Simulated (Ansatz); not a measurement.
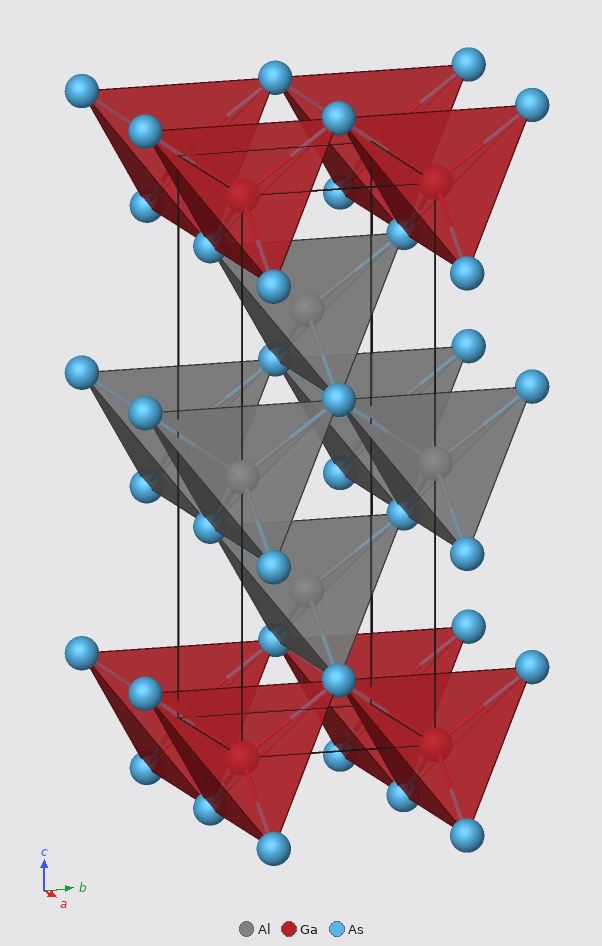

The crystal in a polyhedral representation, seen slightly off an axis. The parallelepiped is the conventional unit cell. Some neighbours outside the box are added. Cell: a = 4.06 Å, b = 4.06 Å, c = 11.46 Å, α = 90.00°, β = 90.00°, γ = 90.00°.

Provenance: a structure type filled with these elements by a generator (whether the compound takes this form wasn't checked). Earlier steps of the study may have refined or changed the cell and positions. A calculation with Ansatz used it as input.

Notes on the structure:

Answer. This is Al₃GaAs₄. Its lattice is primitive tetragonal, its space group P-4m2 (No. 115). The cell comprises 1 formula unit: 3 Al, 1 Ga, 4 As. The polyhedra are AlAs4 tetrahedra and GaAs4 tetrahedra; they share corners. Al sits among four As in a tetrahedral arrangement at about 2.5 Å. Ga is linked to four As in a tetrahedral arrangement at about 2.5 Å. As takes two kinds of site: 2g with four Al in a tetrahedral arrangement at about 2.5 Å; 2g with two Al and two Ga in a tetrahedral arrangement (about 2.5 Å to Al, 2.5 Å to Ga). The bonds build a three-dimensional framework.

Electronic-structure method: Ansatz, DFT PBE, scalar-relativistic, plane waves, PAW. Parameters: a kinetic-energy cutoff of 420 eV, k-grid 8×8×4, Gaussian smearing of 0.02 eV, no spin polarisation.

Metal or not?

Answer. A semiconductor at this level, with a gap of 1.27 eV, direct.

How are the electrons shared out in a Bader analysis?

Answer. Al +1.95 e; Ga +0.69 e; As -1.94 to -1.32 e.

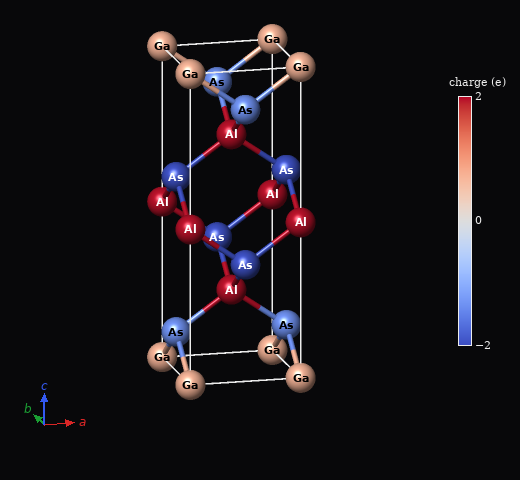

The atoms coloured by those charges. The run's cell of 8 atoms is drawn.

Is the structure relaxed at this level of theory?

Answer. Yes. All forces vanish to within 0.01 eV/Å. The pressure is 0.0 GPa, close to zero.
